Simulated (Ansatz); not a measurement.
Take the following structure.

```
Mg O
1.0
     3.52059    0.00000    0.00000
    -1.76030    3.04892    0.00000
     0.00000    0.00000    4.23812
Mg O
2 2
Direct
  0.66667 0.33333 0.75000
  0.33333 0.66667 0.25000
  0.66667 0.33333 0.25000
  0.33333 0.66667 0.75000
```

Before looking at a picture, describe the arrangement of atoms.

Answer. The compound is MgO. Its lattice is primitive hexagonal, its space group P6_3/mmc (No. 194). Atoms per cell: 4 (2 Mg, 2 O). Around each Mg lie five O in a trigonal bipyramidal arrangement at 2.03 to 2.12 Å. Each O has five Mg in a trigonal bipyramidal arrangement at 2.03 to 2.12 Å. The bonds build a three-dimensional framework.

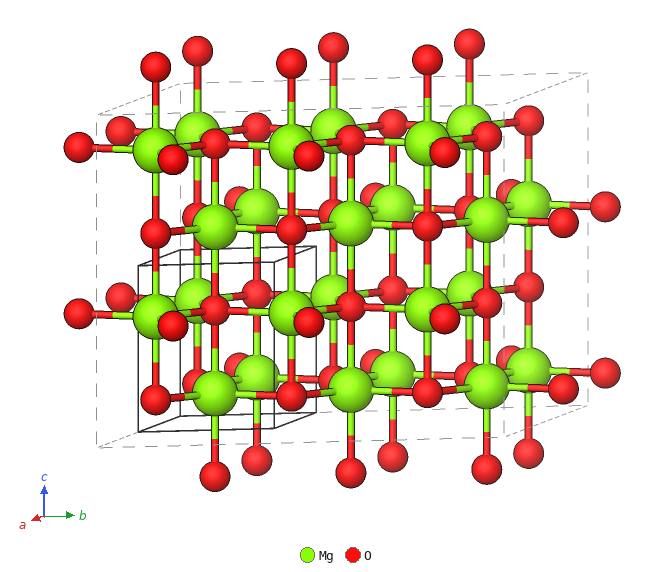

A ball-and-stick rendering, viewed slightly off an axis. The drawing covers 2×3×2 cells, and the solid lines enclose one conventional unit cell. Some neighbours outside the box are added. Colours: magnesium green, oxygen red.

Provenance: a structure listed in the Materials Project. A relaxation with DFT PBE, scalar-relativistic, plane waves, PAW in Ansatz 0.2.0 gave the geometry drawn.
